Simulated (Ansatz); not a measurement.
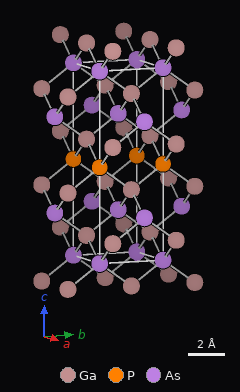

Starting structure of crystalline Ga₄As₃P (a generated structure, set up in P-4m2) (coarse preliminary run). Style: ball-and-stick. Shown: the cell of the calculation, slightly off an axis.

These are results of DFT PBE, scalar-relativistic, plane waves, PAW in Ansatz 0.2.0, not measurements.

Input
```yaml
crystal:
  lattice:
    - [3.88492059, 0.0, 0.0]
    - [0.0, 3.88492059, 0.0]
    - [0.0, 0.0, 10.98821478]
  atoms:
    - { symbol: Ga, position: [0.5, 0.0, 0.625] }
    - { symbol: Ga, position: [0.0, 0.5, 0.875] }
    - { symbol: Ga, position: [0.5, 0.0, 0.125] }
    - { symbol: Ga, position: [0.0, 0.5, 0.375] }
    - { symbol: P, position: [0.0, 0.0, 0.5] }
    - { symbol: As, position: [0.0, 0.0, 0.0] }
    - { symbol: As, position: [0.5, 0.5, 0.25] }
    - { symbol: As, position: [0.5, 0.5, 0.75] }
basis:
  ecutwfc: 420
kpoints:
  mp_grid: { grid: [4, 4, 2] }
hamiltonian:
  xc: pbe
scf:
  occupations: { method: gaussian, width: 0.1 }
  lower_state_search: "off"
output:
  forces: true
  stress: true
  eigenvalues: true
relax:
  adjacent_minimum: "off"
  f_tol: 0.04
  max_steps: 70
  cell: { stress_tol: 0.4 }
```

Run as
```bash
ansatz run input.yaml --threads 1 --pin off --max-ram 2560MiB --backend cpu --events-out ev --progress --plain --runs-dir out
```

Q: Predict the outcome.

A: The largest moves relative to the cell, 0.072 Å, are those of Ga1 and Ga4. Ga1 goes along −c. By element the largest moves are Ga 0.072 Å, As 0.047 Å. P stays in place. Cell: a = b 3.885 → 4.036 Å (+3.9 %), c 10.988 → 11.258 Å (+2.5 %). Volume +10.6 %. Near-neighbour distances that change, for instance: Ga1–As8 2.379 → 2.474 Å, Ga1–P5 2.379 → 2.420 Å. Among the angles between lasting bonds that change: P5–Ga1–P5 109.5° → 113.0°, Ga1–P5–Ga1 109.5° → 113.0°. The space group stays P-4m2 (No. 115). The energy falls by 63.0 meV per atom in 2 accepted moves (3 points after the start). Largest force component: 0.83 eV/Å at the start, 0.04 eV/Å at the end. The pressure goes from 8.62 to 0.14 GPa. The SCF was repeated once at an unchanged geometry on a basis and grid sized afresh for the cell, which shifted the energy by 0.6 meV per atom at most. Cost: 14 s on 1 thread of AMD EPYC 9R45 96-Core Processor (Zen 5), with other jobs on the host, peak memory 0.52 GiB.

Final geometry:

```
Ga P As
1.0
     4.03571    0.00000    0.00000
     0.00000    4.03571    0.00000
     0.00000    0.00000   11.25826
Ga P As
4 1 3
Direct
  0.50000 0.00000 0.61863
  0.00000 0.50000 0.87284
  0.50000 0.00000 0.12716
  0.00000 0.50000 0.38137
  0.00000 0.00000 0.50000
  0.00000 0.00000 0.00000
  0.50000 0.50000 0.25418
  0.50000 0.50000 0.74582
```

The end point in the same view:

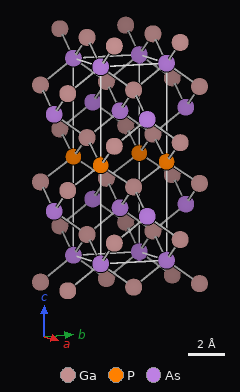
